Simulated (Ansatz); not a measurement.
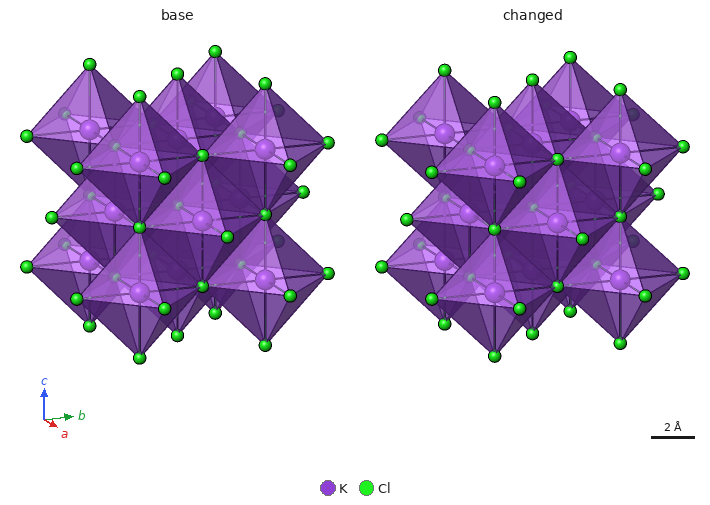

Left: solid KCl (set up in Fm-3m). Right: the same structure after one change, at the same scale. A polyhedral model of the conventional cell (4 times the calculation's cell), seen slightly off an axis. Lengths and directions refer to the drawn axes.

All numbers below come from Ansatz 0.2.0, DFT, LDA, PAW with Ansatz's default frozen-core files, scalar-relativistic. (plane-wave cutoff 420 eV; k-point mesh 7 × 7 × 7; occupations fermi dirac; smearing width 0.03 eV; no spin polarisation)

What distinguishes the right structure from the left one?

The cell is strained by −3.0 % along c and none across it (volume −3.0 %), the atoms keeping their fractional coordinates. No relaxation follows.

What does the change do?

Some distances before and after: Cl–K 3.156 → 3.061 to 3.156 Å. The space group (tolerance 0.01 Å) goes from Fm-3m (No. 225) to I4/mmm (No. 139). The energy falls by 9.0 meV per atom. Pressure: −2.1 GPa before, −1.6 GPa after. The principal stresses (compression positive) are −0.9 GPa along c and −1.9 GPa across it. All forces vanish by symmetry.
